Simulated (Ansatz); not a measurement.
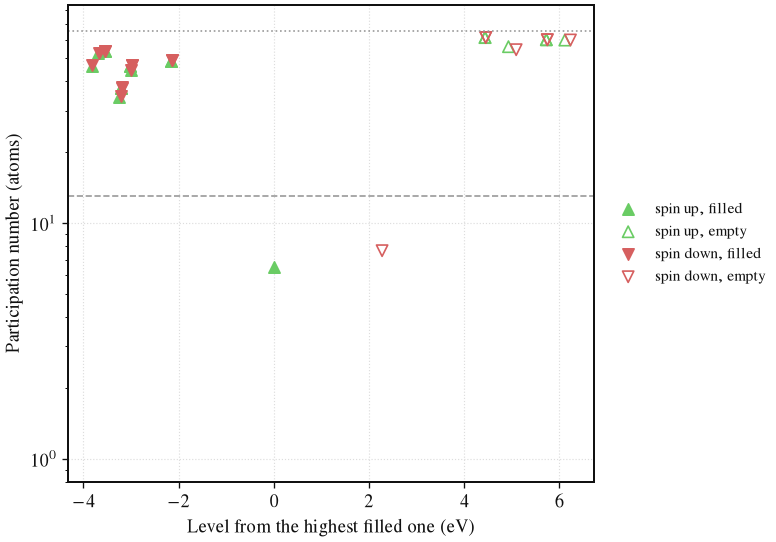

Levels near the gap of a 65-atom cell against the number of atoms over which each spreads (dotted: all atoms; dashed: a fifth of them). Host BN with interstitial H. System: B₃₂N₃₂H (defect cell), 65 atoms in the cell. Level of theory: DFT, r2SCAN, PAW, plane waves, one k point, (0.25, 0.25, 0.25), 500 eV cutoff, Fermi-Dirac smearing of 0.01 eV; code Ansatz 0.2.0.

2 of the 38 levels shown spread over less than a fifth of the cell: 0.00 eV (spin up, filled, over about 6 atoms, mostly N) and 2.28 eV (spin down, empty, over about 8 atoms, mostly N). The lowest empty level lies 2.28 eV above the highest filled one. The cell's moment is 1.0 μB.

One k point in a finite cell, so levels carry errors of tenths of an eV.
